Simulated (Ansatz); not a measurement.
System: EuS (slab).

```
CELL_PARAMETERS angstrom
4.23306 0.00000 0.00000
-2.11653 3.66594 0.00000
0.00000 0.00000 23.64070
ATOMIC_POSITIONS crystal
Eu 0.33333 0.66667 0.31725
S 0.66667 0.33333 0.39035
Eu 0.00000 0.00000 0.46345
S 0.33333 0.66667 0.53655
Eu 0.66667 0.33333 0.60965
S 0.00000 0.00000 0.68275
```

Built by placing these elements on a known structure type; not relaxed (largest force 1.2 eV/Å); Hubbard U of 6 eV on Eu f only; spin-polarised.

Level of theory: Ansatz 0.2.0, DFT PBE+U, scalar-relativistic, plane waves, PAW.

Q: Predict the valence pseudo-density, electron localisation function and spin density between the atoms.

A: Eu–S (2.99 Å): ρ is about 0.2 e/Å³ halfway; the ELF peaks at about 0.85 in the valence shell of S, 0.9 Å from its nucleus, and drops to about 0.10 between the two atoms: no localised pair shows between them.
The spin density sits on Eu: +6.9 μB (×3) in one cell of 6 atoms, with smaller moments on S (up to −0.63 μB): parallel main moments (a ferromagnetic arrangement) in this solution. The cell of the calculation (6 atoms) carries 20.8 μB of net spin moment.

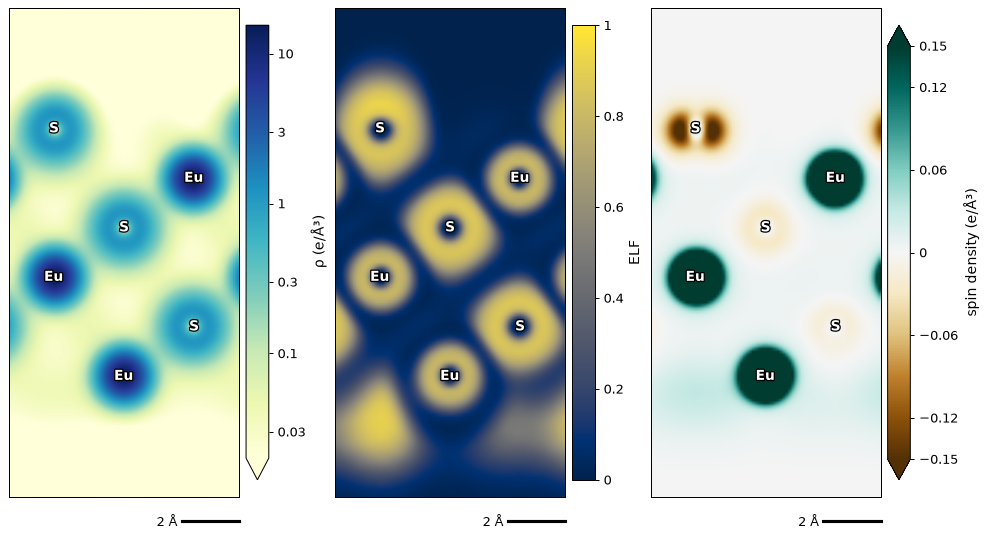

Computed valence pseudo-density, electron localisation function and spin density on the (110) plane of the calculation cell, a cut from vacuum to vacuum, in this order. 

The density is the valence pseudo-density of a PAW calculation; it isn't the true density close to the nuclei.
